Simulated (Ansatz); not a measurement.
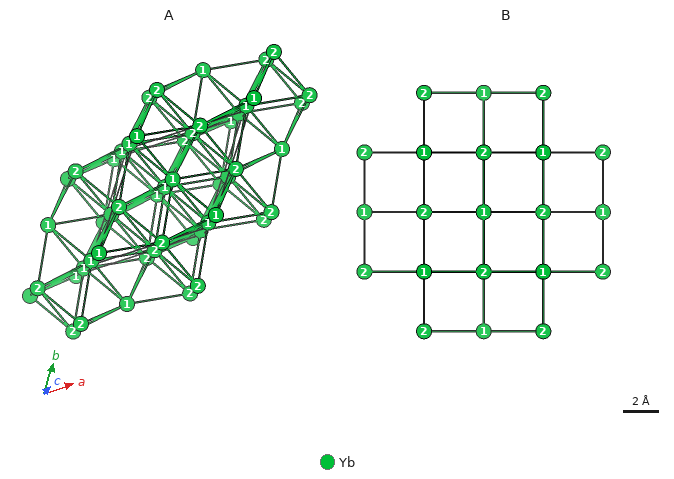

Two geometries of a crystal of Yb (a generated structure, set up in I4_1/amd), drawn at one scale. One is the start of a relaxation, the other its converged end. Style: ball-and-stick. Shown: the conventional cell (2 times the calculation's cell), along the c axis. Lengths and directions refer to the drawn axes.

Computed with DFT, PBE, plane waves (420 eV) with PAW, scalar-relativistic in Ansatz. Settings: plane-wave cutoff 420 eV; k-point mesh 10 × 10 × 7; occupations fermi dirac; smearing width 0.1 eV; no spin polarisation; cell and atoms relaxed; force threshold 0.01 eV/Å; at most 60 steps.

> Which one is relaxed?

Structure A is the relaxed one. Phase: beta-Sn type. The largest moves relative to the cell, 0.27 Å, are those of Yb1 and Yb2. Yb1 goes along [−1 1 0]. The volume changes by −18.0 %, with a = b 6.822 → 7.081 Å (+3.8 %), c 3.725 → 3.682 Å (−1.2 %), α 90.0° → 74.9°, β 90.0° → 74.9°, γ 90.0° → 53.6°. Near-neighbour distances that change, for instance: Yb1–Yb1 5.171 → 3.684 Å, Yb1–Yb2 4.409 → 3.696 Å, Yb1–Yb2 (another image) 3.536 → 3.696 Å, Yb1–Yb1 (another image) 3.725 → 3.682 Å. New bonds form: Yb1–Yb1 (5.17 → 3.68 Å), Yb2–Yb2 (5.17 → 3.68 Å). Bond angles that change, for instance: Yb2–Yb1–Yb2 94.0° → 146.6°, Yb2–Yb1–Yb2 94.0° → 59.8°, Yb2–Yb1–Yb2 94.0° → 109.7°. The space group (tolerance 0.01 Å) goes from I4_1/amd (No. 141) to P6_3/mmc (No. 194). The energy falls by 373 meV per atom in 19 accepted moves (22 points after the start). The largest force component goes from 0.00021 to 0.0011 eV/Å. Pressure: −1.73 GPa at the start and −0.01 GPa at the end. The line search rejected the trial step at point 14 of the run. At 2 points the geometry stayed and the basis and grid were re-selected for the new cell (energy shift of 18.5 meV per atom at most each time). The run took 14 min on 1 thread of Intel(R) Xeon(R) Platinum 8259CL CPU @ 2.50GHz (Skylake/Cascade Lake), on a shared host, peak memory 0.84 GiB.

Limits of the set-up: 4f states are treated without a Hubbard U.
